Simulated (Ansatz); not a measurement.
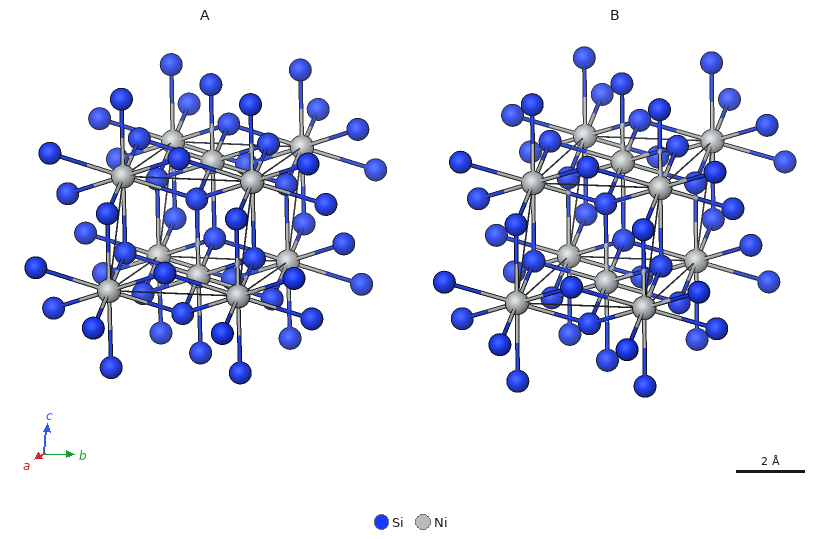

Two geometries of a crystal of Si2Ni (set up in P1), drawn at one scale. One is the start of a relaxation, the other its converged end. The picture is a ball-and-stick view of the larger cell on standard axes (2 times the calculation's cell), seen slightly off an axis.

Level of theory: Ansatz 0.2.0, DFT PBE, scalar-relativistic, plane waves, PAW. Set-up: plane-wave cutoff 420 eV; k-point mesh 10 × 10 × 10; occupations gaussian; smearing width 0.15 eV; no spin polarisation; cell and atoms relaxed; force threshold 0.01 eV/Å; at most 80 steps.

> Which of the two is the end point?

Structure B is the relaxed one. Case: cell sheared at random, sigma 0.03, atoms nudged by 0.01 Å; relaxed back. After 4 accepted moves (6 points after the start) the energy has fallen by 43.5 meV per atom. The largest force component goes from 0.49 to under 0.0001 eV/Å. Pressure: 1.56 GPa at the start and 0.00 GPa at the end. At 2 points the geometry stayed and the basis and grid were re-selected for the new cell (energy shift of 0.3 meV per atom at most each time). The atom that moves furthest relative to the cell is a Si atom (0.012 Å roughly along −c). By element the largest moves are Si 0.012 Å, Ni 0.006 Å. The volume changes by +0.2 %, with a 6.595 → 6.669 Å (+1.1 %), b 3.913 → 3.850 Å (−1.6 %), c 3.635 → 3.850 Å (+5.9 %), α 90.6° → 90.0°, β 120.8° → 125.3°, γ 89.1° → 90.0°. Near-neighbour distances that change, for instance: Ni–Si 2.263 → 2.358 Å, Ni–Si 2.435 → 2.358 Å, Ni–Si 2.403 → 2.358 Å, Ni–Si 2.342 → 2.358 Å. Among the angles between lasting bonds that change: Ni–Si–Ni 104.2° → 109.5°, Ni–Si–Ni 112.6° → 109.5°, Ni–Si–Ni 112.0° → 109.5°. Within 0.06 Å the space group is C2/m at the start and Fm-3m at the end; at a tighter tolerance small leftover displacements or strains of the cell lower it.
